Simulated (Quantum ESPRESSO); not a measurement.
Band-structure run, with input and output: NiO (part 2 of 2)

The same run, continued: NiO (Fm-3m, 2 atoms in the cell); Kohn-Sham DFT of a periodic cell, HLE16, PseudoDojo 0.4.1 SR PBE standard, spin-polarised (Quantum ESPRESSO 7.5); cutoff 1333.36 eV, 11×11×11 k-mesh, fermi-dirac of 0.05 eV, collinear spins. The structure derives from an entry of the Crystallography Open Database.

Geometry of the input (Å; fractional positions):
```
0.0000  2.0859  2.0859
2.0859  0.0000  2.0859
2.0859  2.0859  0.0000
Ni 0.0000  0.0000  0.0000
O  0.5000  0.5000  0.5000
```

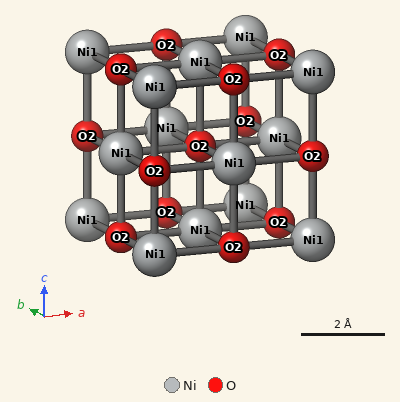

Fig. 1: The structure as given in the input (ball-and-stick view of the cell 4 times as large as that of the calculation, set on its symmetry axes, seen slightly off an axis; atoms are numbered from 1 in the order of the input). An atom can appear more than once, as a periodic image.

Output, continued:
```
        k(   46) = (   0.0000000  -0.2571297   0.3856946), wk =   0.0180316
        k(   47) = (   0.5142595   0.1285649   0.0000000), wk =   0.0180316
        k(   48) = (  -0.1285649  -0.5142595   0.6428243), wk =   0.0360631
        k(   49) = (  -0.0642824  -0.4499770   0.5785419), wk =   0.0360631
        k(   50) = (   0.0000000  -0.3856946   0.5142595), wk =   0.0180316
        k(   51) = (  -0.0642824  -0.5785419   0.7071068), wk =   0.0180316
        k(   52) = (  -0.0000000  -0.5142595   0.6428243), wk =   0.0180316
        k(   53) = (  -0.1928473  -0.4499770   0.7071068), wk =   0.0180316
        k(   54) = (  -0.1285649  -0.3856946   0.6428243), wk =   0.0360631
        k(   55) = (  -0.0642824  -0.4499770   0.7071068), wk =   0.0180316
        k(   56) = (   0.0000000  -0.3856946   0.6428243), wk =   0.0180316

     Dense  grid:    16145 G-vectors     FFT dimensions: (  36,  36,  36)

     WARNING: libxc functional with ID  545 depends
      on external parameters: check the user_guide of
      QE if you need to modify them or to check their
      default values.
     Generating pointlists ...
     new r_m :   0.2917 (alat units)  1.6260 (a.u.) for type    1
     new r_m :   0.2917 (alat units)  1.6260 (a.u.) for type    2

     Initial potential from superposition of free atoms

     starting charge      23.9998, renormalised to      24.0000
     Starting wfcs are   14 randomized atomic wfcs +    8 random wfcs

     Self-consistent Calculation

     iteration #  1     ecut=    98.00 Ry     beta= 0.30
     Davidson diagonalization with overlap
     ethr =  1.00E-02,  avg # of iterations =  6.0

     total energy              =    -381.27631101 Ry
     estimated scf accuracy    <       1.44681871 Ry

     total magnetization       =     0.55 Bohr mag/cell
     absolute magnetization    =     0.55 Bohr mag/cell

     iteration #  2     ecut=    98.00 Ry     beta= 0.30
     Davidson diagonalization with overlap
     ethr =  6.03E-03,  avg # of iterations =  1.2

     total energy              =    -381.45794969 Ry
     estimated scf accuracy    <       0.67550098 Ry

     total magnetization       =     1.80 Bohr mag/cell
     absolute magnetization    =     1.80 Bohr mag/cell

     iteration #  3     ecut=    98.00 Ry     beta= 0.30
     Davidson diagonalization with overlap
     ethr =  2.81E-03,  avg # of iterations =  1.1

     total energy              =    -381.50834373 Ry
     estimated scf accuracy    <       0.06767458 Ry

     total magnetization       =     1.29 Bohr mag/cell
     absolute magnetization    =     1.29 Bohr mag/cell

     iteration #  4     ecut=    98.00 Ry     beta= 0.30
     Davidson diagonalization with overlap
     ethr =  2.82E-04,  avg # of iterations =  2.4

     total energy              =    -381.52331662 Ry
     estimated scf accuracy    <       0.01147038 Ry

     total magnetization       =     1.43 Bohr mag/cell
     absolute magnetization    =     1.43 Bohr mag/cell

     iteration #  5     ecut=    98.00 Ry     beta= 0.30
     Davidson diagonalization with overlap
     ethr =  4.78E-05,  avg # of iterations =  1.9

     total energy              =    -381.53217411 Ry
     estimated scf accuracy    <       0.02731399 Ry

     total magnetization       =     1.84 Bohr mag/cell
     absolute magnetization    =     1.85 Bohr mag/cell

     iteration #  6     ecut=    98.00 Ry     beta= 0.30
     Davidson diagonalization with overlap
     ethr =  4.78E-05,  avg # of iterations =  1.1

     total energy              =    -381.53664782 Ry
     estimated scf accuracy    <       0.01716357 Ry

     total magnetization       =     1.90 Bohr mag/cell
     absolute magnetization    =     1.92 Bohr mag/cell

     iteration #  7     ecut=    98.00 Ry     beta= 0.30
     Davidson diagonalization with overlap
     ethr =  4.78E-05,  avg # of iterations =  2.0

     total energy              =    -381.53982533 Ry
     estimated scf accuracy    <       0.00139789 Ry

     total magnetization       =     1.99 Bohr mag/cell
     absolute magnetization    =     2.05 Bohr mag/cell

     iteration #  8     ecut=    98.00 Ry     beta= 0.30
     Davidson diagonalization with overlap
     ethr =  5.82E-06,  avg # of iterations =  2.9

     total energy              =    -381.54209705 Ry
     estimated scf accuracy    <       0.00121407 Ry

     total magnetization       =     2.00 Bohr mag/cell
     absolute magnetization    =     2.13 Bohr mag/cell

     iteration #  9     ecut=    98.00 Ry     beta= 0.30
     Davidson diagonalization with overlap
     ethr =  5.06E-06,  avg # of iterations =  2.0

     total energy              =    -381.54254305 Ry
     estimated scf accuracy    <       0.00036635 Ry

     total magnetization       =     2.00 Bohr mag/cell
     absolute magnetization    =     2.09 Bohr mag/cell

     iteration # 10     ecut=    98.00 Ry     beta= 0.30
     Davidson diagonalization with overlap
     ethr =  1.53E-06,  avg # of iterations =  1.9

     total energy              =    -381.54262808 Ry
     estimated scf accuracy    <       0.00024446 Ry

     total magnetization       =     2.00 Bohr mag/cell
     absolute magnetization    =     2.12 Bohr mag/cell

     iteration # 11     ecut=    98.00 Ry     beta= 0.30
     Davidson diagonalization with overlap
     ethr =  1.02E-06,  avg # of iterations =  1.0

     total energy              =    -381.54268665 Ry
     estimated scf accuracy    <       0.00018047 Ry

     total magnetization       =     2.00 Bohr mag/cell
     absolute magnetization    =     2.12 Bohr mag/cell

     iteration # 12     ecut=    98.00 Ry     beta= 0.30
     Davidson diagonalization with overlap
     ethr =  7.52E-07,  avg # of iterations =  1.8

     total energy              =    -381.54275624 Ry
     estimated scf accuracy    <       0.00002931 Ry

     total magnetization       =     2.00 Bohr mag/cell
     absolute magnetization    =     2.13 Bohr mag/cell

     iteration # 13     ecut=    98.00 Ry     beta= 0.30
     Davidson diagonalization with overlap
     ethr =  1.22E-07,  avg # of iterations =  1.6

     total energy              =    -381.54276352 Ry
     estimated scf accuracy    <       0.00000317 Ry

     total magnetization       =     2.00 Bohr mag/cell
     absolute magnetization    =     2.14 Bohr mag/cell

     iteration # 14     ecut=    98.00 Ry     beta= 0.30
     Davidson diagonalization with overlap
     ethr =  1.32E-08,  avg # of iterations =  1.7

     total energy              =    -381.54276404 Ry
     estimated scf accuracy    <       0.00000003 Ry

     total magnetization       =     2.00 Bohr mag/cell
     absolute magnetization    =     2.14 Bohr mag/cell

     iteration # 15     ecut=    98.00 Ry     beta= 0.30
     Davidson diagonalization with overlap
     ethr =  1.36E-10,  avg # of iterations =  2.1

     total energy              =    -381.54276410 Ry
     estimated scf accuracy    <       0.00000010 Ry

     total magnetization       =     2.00 Bohr mag/cell
     absolute magnetization    =     2.14 Bohr mag/cell

     iteration # 16     ecut=    98.00 Ry     beta= 0.30
     Davidson diagonalization with overlap
     ethr =  1.36E-10,  avg # of iterations =  2.0

     total energy              =    -381.54276415 Ry
     estimated scf accuracy    <          6.2E-10 Ry

     total magnetization       =     2.00 Bohr mag/cell
     absolute magnetization    =     2.14 Bohr mag/cell

     iteration # 17     ecut=    98.00 Ry     beta= 0.30
     Davidson diagonalization with overlap
     ethr =  2.58E-12,  avg # of iterations =  2.0

     Magnetic moment per site  (integrated on atomic sphere of radius R)
     atom   1 (R=0.292)  charge= 15.8802  magn=  1.5566
     atom   2 (R=0.292)  charge=  5.8662  magn=  0.4910

     End of self-consistent calculation

     Number of k-points >= 100: set verbosity='high' to print the bands.

     the Fermi energy is    10.3746 ev

!    total energy              =    -381.54276415 Ry
     estimated scf accuracy    <          6.5E-11 Ry
     smearing contrib. (-TS)   =      -0.00011330 Ry
     internal energy E=F+TS    =    -381.54265085 Ry

     The total energy is F=E-TS. E is the sum of the following terms:
     one-electron contribution =    -192.03797015 Ry
     hartree contribution      =     115.35072163 Ry
     xc contribution           =     -65.63209483 Ry
     ewald contribution        =    -239.22330751 Ry

     total magnetization       =     2.00 Bohr mag/cell
     absolute magnetization    =     2.14 Bohr mag/cell

     convergence has been achieved in  17 iterations

     Forces acting on atoms (cartesian axes, Ry/au):

     atom    1 type  1   force =     0.00000000   -0.00000000   -0.00000000
     atom    2 type  2   force =    -0.00000000    0.00000000    0.00000000

     Total force =     0.000000     Total SCF correction =     0.000000

     Computing stress (Cartesian axis) and pressure

          total   stress  (Ry/bohr**3)                   (kbar)     P=     -239.92
  -0.00163095   0.00000000   0.00000000         -239.92        0.00        0.00
   0.00000000  -0.00163095   0.00000000            0.00     -239.92        0.00
   0.00000000   0.00000000  -0.00163095            0.00        0.00     -239.92

=------------------------------------------------------------------------------=
   JOB DONE.
=------------------------------------------------------------------------------=
```

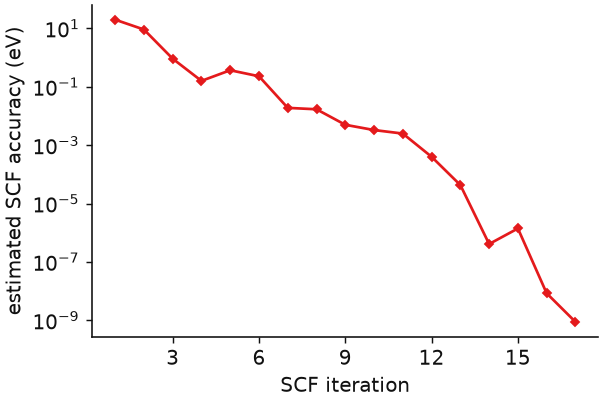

Fig. 2: Convergence of the self-consistent field: estimated SCF accuracy against the iteration. The field takes 17 iterations in all.
